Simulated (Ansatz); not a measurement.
**Energy of Sr along a strain of the cell**

System: Sr (1 atom in the cell).
Method: DFT LDA, scalar-relativistic, plane waves, PAW, no spin polarisation (Ansatz 0.2.0).

The 5 runs differ only in the geometry, by a strain of the cell at fixed fractional positions. Against run 3, the strain is εxx = η and εyy = η. The structure derives from an entry of the Crystallography Open Database.

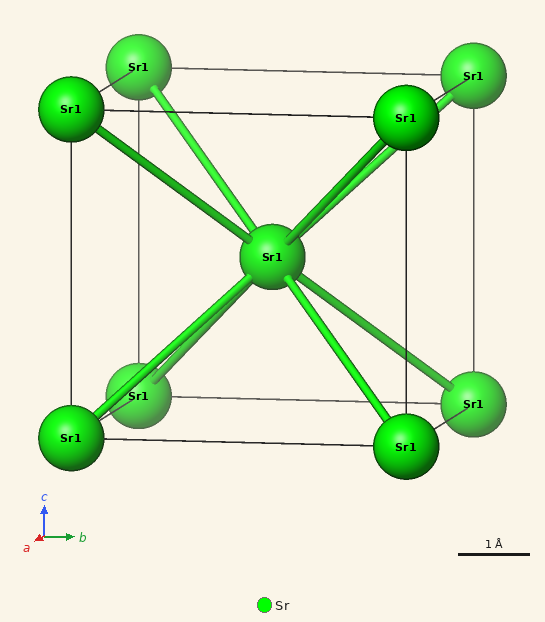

Figure 1. The structure of run 3 (ball-and-stick view of the cell 2 times as large as that of the calculation, set on its symmetry axes, seen slightly off an axis; atoms are numbered from 1 in the order of the input).

### Input of run 3
```yaml
crystal:
  lattice:
    - [-2.425, 2.425, 2.35225]
    - [2.425, -2.425, 2.35225]
    - [2.425, 2.425, -2.35225]
  atoms:
    - { symbol: Sr, position: [0.0, 0.0, 0.0] }
basis:
  ecutwfc: 420
kpoints:
  mp_grid: { grid: [14, 14, 14] }
hamiltonian:
  xc: lda
scf:
  occupations: { method: gaussian, width: 0.15 }
output:
  forces: true
  stress: true
  eigenvalues: true
```

Run 2 differs from it as follows:
```diff
-    - [-2.425, 2.425, 2.35225]
-    - [2.425, -2.425, 2.35225]
-    - [2.425, 2.425, -2.35225]
+    - [-2.388625, 2.388625, 2.35225]
+    - [2.388625, -2.388625, 2.35225]
+    - [2.388625, 2.388625, -2.35225]
```

### Results, with one run withheld

| run | strain parameter η (%) | free energy per atom, from the lowest run given (meV) | pressure (GPa) |
| --- | --- | --- | --- |
| 1 | −3.0000 | 0.00 | −1.04 |
| 2 | −1.5000 | ? | ? |
| 3 | 0.0000 | 27.39 | −1.58 |
| 4 | 1.5000 | 45.37 | −1.79 |
| 5 | 3.0000 | 65.70 | −1.97 |

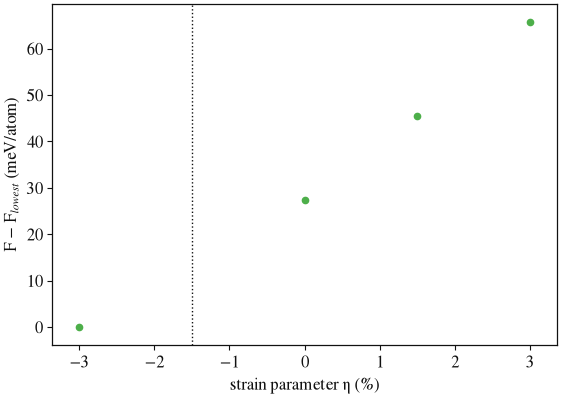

Figure 2. Free energy per atom of the runs given; the dotted line marks run 2.

Estimate the energy of run 2 from the others.

A quadratic polynomial in the coordinate, fitted to the 4 runs given, misses them by at most 0.11 meV per atom. With x = η − 0.3750, it reads F = 31.667 + 11.408 x + 0.59899 x² (meV per atom). At run 2 it gives 12.38 meV per atom, and the run itself gives 12.14. The fit has no minimum inside this range.

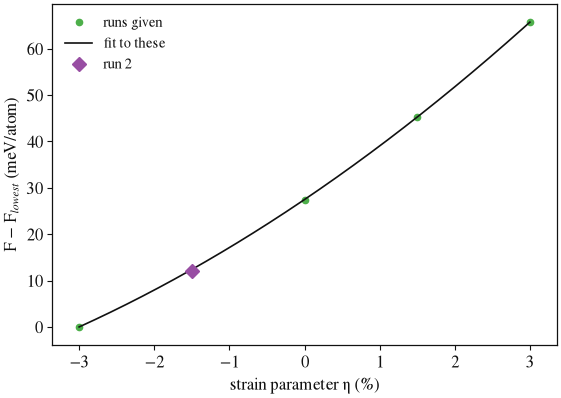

Figure 3. The fit and the withheld run.

### Output, shortened to warnings, some set-up lines, iterations and results (run 2)
```
Basis set: ecut = 420 eV, 1055 PW (Γ)
Symmetry: 16 space group operations
k-points: 244 of 2744
Initial density: superposition of atomic densities (neutral atoms: chi_scale 0, normalization atom), corrected by the library's trained network
[...]
SCF iter   1: F=—  HF=-3444.296355 eV  |F-HF|=—  |Δ(HF+E_count)|=         —  Δρ=3.36e-3  dr2=1.98e-3  ethr=1.77e-3  ⟨swp⟩=6.4  Hψ=18827  notcnv=0
SCF iter   2: F=—  HF=-3444.296603 eV  |F-HF|=—  |Δ(HF+E_count)|=   2.48e-4  Δρ=1.73e-3  dr2=6.52e-4  ethr=1.98e-5  ⟨swp⟩=2.2  Hψ=5025  notcnv=0
SCF iter   3: F=—  HF=-3444.296765 eV  |F-HF|=—  |Δ(HF+E_count)|=   1.62e-4  Δρ=2.44e-4  dr2=3.18e-5  ethr=6.52e-6  ⟨swp⟩=2.0  Hψ=3427  notcnv=0
SCF iter   4: F=—  HF=-3444.296776 eV  |F-HF|=—  |Δ(HF+E_count)|=   1.01e-5  Δρ=6.47e-5  dr2=2.82e-6  ethr=3.18e-7  ⟨swp⟩=2.0  Hψ=3446  notcnv=0
SCF iter   5: F=—  HF=-3444.296775 eV  |F-HF|=—  |Δ(HF+E_count)|=   4.31e-7  Δρ=3.82e-5  dr2=8.46e-7  ethr=2.82e-8  ⟨swp⟩=1.1  Hψ=2230  notcnv=0
SCF iter   6: F=-3444.296775 eV  HF=-3444.296775 eV  |F-HF|=7.65e-9  |Δ(HF+E_count)|=   3.33e-7  Δρ=5.45e-6  dr2=1.91e-8  ethr=1.00e-9  ⟨swp⟩=4.6  Hψ=13302  notcnv=0
SCF 1 converged in 6 iterations: F = -3444.296775 eV  dr2 = 1.91e-8
SCF converged after 6 iterations
Free energy (F): -3444.296775 eV
Harris-Foulkes:  -3444.296775 eV  (|F-HF|=7.65e-9)
Internal energy: -3444.284719 eV  (E = F + TS)
E sigma→0 (E₀):  -3444.290747 eV
Entropy (-TS):   -0.012056 eV (-12.056 meV/atom)
Fermi energy:    5.025438 eV
--- Per-component energies (eV) ---
  E_band       = -136.005039
  E_kinetic    = 241.601147
  E_local      = -768.625946  (includes V_loc(G=0)·N_el)
  E_nonlocal   = 207.004958
  E_hartree    = 193.057354
  E_xc         = -169.161762
  E_vxc        = -158.647161  (∫ρ·V_xc dr)
  E_paw        = -2597.173341  (= ΣΔE_a)
  E_vpaw       = -43.449747  (= ΣTr[D̂ρ^β])
  E_aug_tail   = -0.000002  (compensation charges beyond the density's cutoff)
  E_ewald      = -551.281263
  E_core_change = 0.294135  (= ΣΔE_core)
  E_smearing   = -0.012056  (= −TS)
  E_closure    = 0.000000  (closes the sum)
  Σ components = -3444.296775   (vs F -3444.296775, Δ=0.00e0)
--- Forces (eV/Å), atoms counted from 1 ---
  atom   1  Sr     0.00000000     0.00000000     0.00000000
  max |Σ_I F_I| component: 3.16e-30 eV/Å
--- Stress (GPa, compression-positive) ---
       -1.348505       0.000000       0.000000
        0.000000      -1.348505      -0.000000
        0.000000      -0.000000      -1.304949
  P = ⅓ Tr σ = -1.3340 GPa (-13.340 kbar)
```
